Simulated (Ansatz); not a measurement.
Input

```
crystal:
  lattice:
    - [3.1418708757, 0.0, 0.0]
    - [0.0, 3.1418708757, 0.0]
    - [0.0, 0.0, 3.8126168844]
  atoms:
    - { symbol: Ga, position: [0.5, 0.5, 0.5] }
    - { symbol: As, position: [0.0, 0.0, 0.0] }
basis:
  ecutwfc: 500
kpoints:
  mp_grid: { grid: [18, 18, 14] }
hamiltonian:
  xc: r2scan
scf:
  occupations: { method: gaussian, width: 0.1 }
output:
  forces: true
  stress: true
  eigenvalues: true
  write_density: true
  write_potential: true
  elf: true
  volumetric_format: npy
relax:
  adjacent_minimum: "off"
  f_tol: 0.01
  max_steps: 80
  cell: { stress_tol: 0.05 }
```

Launched as:

```sh
ansatz run input.yaml --threads 1 --pin off --max-ram 3072MiB --backend cpu --events-out ev --progress --plain --runs-dir out
```

Below, planes, directions and counts refer to the conventional cell (a = 3.26 Å, b = 3.26 Å, c = 3.51 Å, α = 90.00°, β = 90.00°, γ = 90.00°).

The fields are those of the run's last geometry, not of the input's.

Space group P4/mmm; started from the CuAu (L1_0)_123 prototype, which need not be the ambient phase.

Theory: Ansatz 0.2.0, DFT r2SCAN, scalar-relativistic, plane waves, PAW.

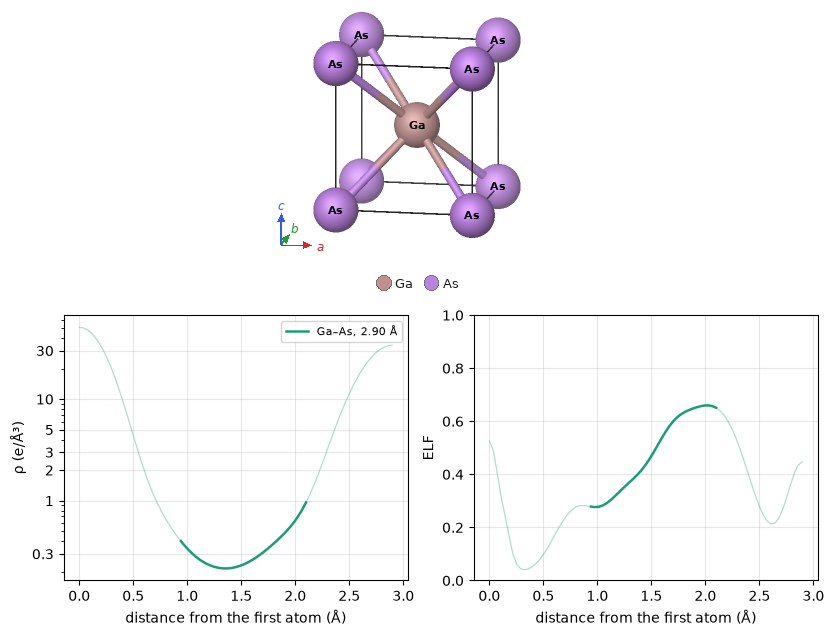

GaAs. Valence pseudo-density and ELF along straight lines between neighbouring atoms. Thin, pale parts lie inside the atomic spheres. The structure is drawn too.

The density is the valence pseudo-density of a PAW calculation; it isn't the true density close to the nuclei.

> What can be read from the curves?

Ga–As (2.90 Å): ρ at the midpoint is about 0.22 e/Å³; the ELF is about 0.45 at the midpoint.
